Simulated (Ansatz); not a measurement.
CH₄: molecular dynamics (part 5 of 5)

CH₄ (disordered cell, 40 atoms in the cell); DFT PBE-D3(BJ), scalar-relativistic, plane waves, PAW, no spin polarisation (Ansatz 0.2.0); cutoff 420 eV, 1×1×1 k-mesh, Fermi–Dirac smearing of 0.05 eV. It belongs to a series of runs on one base structure; here: dynamics from the start.

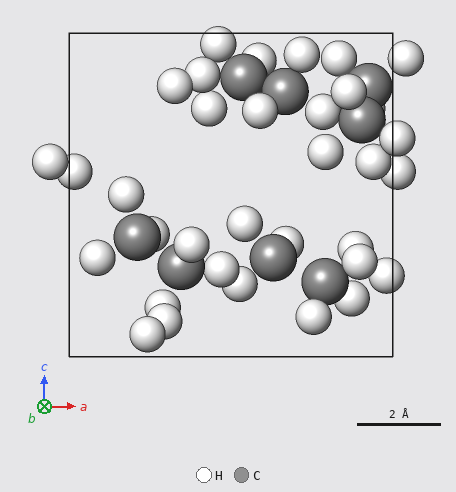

**Figure 1.** The geometry at step 300 of the log (spheres-only view of the cell of the calculation, along the b axis).

Trajectory as extended XYZ, continued
```
40
Lattice="7.8730 0.0000 0.0000 0.0000 7.8730 0.0000 0.0000 0.0000 7.8730" Properties=species:S:1:pos:R:3:forces:R:3 step=300 time_fs=150.0 energy=-2519.40625 temperature=875.7
H     0.1246    6.1396    4.5030   -1.2721  -0.8624   0.5356
H    -0.4662    5.6333    4.7427    1.1665   1.2925  -0.5556
H     1.9060    1.0518    8.4184    0.3403   0.4914   0.3333
H     2.3129    1.6303    8.7314   -0.4540  -0.6364  -0.2554
H     7.7262    2.8710    1.9725   -1.3081  -0.7183   0.6683
H     7.0693    2.5327    2.3123    1.2755   0.6466  -0.6745
H     3.2403    3.0322    6.8609   -0.4283  -0.1159  -0.2593
H     2.5729    2.7683    6.5910    0.4724   0.2348   0.1160
C     7.2937    3.6450    6.5738    2.9541  -0.0914  -1.3727
C     7.1280    2.3637    5.7686   -2.9822  -0.0835  -0.3033
H     7.2546    4.5875    6.0371    0.2141  -0.0273  -0.3469
H     6.5674    3.7108    7.2591   -3.3256   0.1891   2.6128
H     8.1959    3.6945    7.2605   -0.3313  -0.3586  -1.0591
H     6.2388    2.2743    4.9828    1.6615   0.8966   1.2574
H     7.9859    1.9902    5.3113    1.7618  -0.4088  -1.0823
H     6.8069    1.5833    6.4485    0.0718  -0.4511   0.5371
C     5.2542   -1.3309    6.4548   -0.6214  -1.2362   0.8592
C     4.2536   -0.1049    6.7985   -1.3382  -1.7526  -0.2296
H     5.6632   -2.0239    7.3528   -0.8859   2.4375  -1.4222
H     4.6460   -2.2660    5.9873    1.3485   2.4564  -0.1494
H     6.1778   -0.8997    5.9612   -1.0927  -1.0684  -0.1463
H     3.4054    0.1291    6.0416    1.7470  -0.3694   0.3996
H     3.6279   -0.4821    7.6060   -0.1787  -0.1190   0.4482
H     4.6089    0.8494    7.2022    0.7015  -0.1717  -0.3557
C     6.2289    6.1005    1.8229   -0.4967   2.7417  -0.6159
C     4.9702    6.9445    2.4070    0.1380  -0.8490   0.4489
H     6.9721    5.9043    2.6174   -0.9160  -1.1355  -0.1109
H     5.9509    5.2991    0.9702    0.9628   1.6223   2.3758
H     6.8762    7.0310    1.4161   -1.3728  -2.0030  -0.3659
H     4.1467    7.1615    1.7690   -0.2022   0.1472  -1.9104
H     4.2733    6.7216    3.2333    0.9905  -1.5301   0.6758
H     5.2760    7.9097    2.7431    0.8571   1.0332   0.0714
C     1.6564    5.0028    2.9086    0.3715  -2.9032   0.5890
C     2.7259    4.0534    2.1975   -2.4659  -2.7868   0.5478
H     0.6860    4.9755    2.4052    0.2702   0.0570  -0.3392
H     1.3839    4.6762    3.9490    0.6588   0.0741  -0.7255
H     2.0064    5.9915    2.9773    0.5051   1.5592  -0.0264
H     3.7062    4.4176    2.1232    1.3401   1.2282  -0.4959
H     2.9769    2.9983    2.7229   -1.1005   2.0362  -0.5995
H     2.2754    3.7370    1.1953    0.9633   0.5346   0.9260
```

Results in brief

- outcome: finished
- mean temperature over the second half: 981 K
- trajectory: 300 steps, 150 fs
- ensemble: nvt_langevin
- temperature in the input: 1000.0 K
- time step: 0.5 fs
- electrons treated: 64
- potential energy (free energy of the electrons) (last step): −2519.4063 eV
- Fermi energy (last step): −1.345 eV
- largest force (length of the vector) (last step): 4.233 eV/Å
- wall time: 12 min
- peak memory: 0.51 GiB

Notes

The input asks for low accuracy. The k-point mesh is coarse for a cell of this size, so the results may not be converged. So short a trajectory is not equilibrated. The logged temperature at the start can lie below the typed one, since it is counted over all degrees of freedom.
